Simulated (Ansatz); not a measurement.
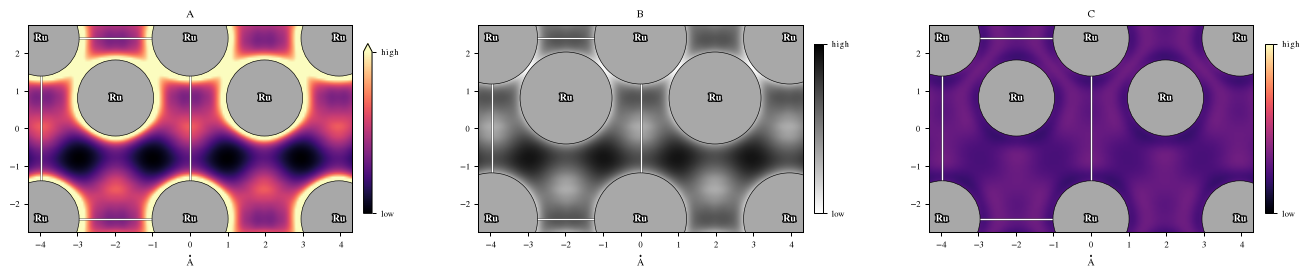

Ru: 3 fields on the (011) plane of the calculation cell, with unlabelled colour scales. Grey discs cover the atomic cores.

Space group Cmcm; a structure from a database of computed crystals, not necessarily the ambient phase; changed on purpose from its base cell (band edges of the strained film's bulk); computed pressure about 8 GPa in this cell; computed without spin polarisation.

Level of theory: DFT LDA, scalar-relativistic, plane waves, PAW in Ansatz 0.2.0.

Question: The panels show electron localisation function, electrostatic potential energy of an electron and valence pseudo-density in some order. Assign them.

Answer: Panel A: valence pseudo-density. Panel B: electrostatic potential energy of an electron (low next to the atoms, rising into the space between them). Panel C: electron localisation function.
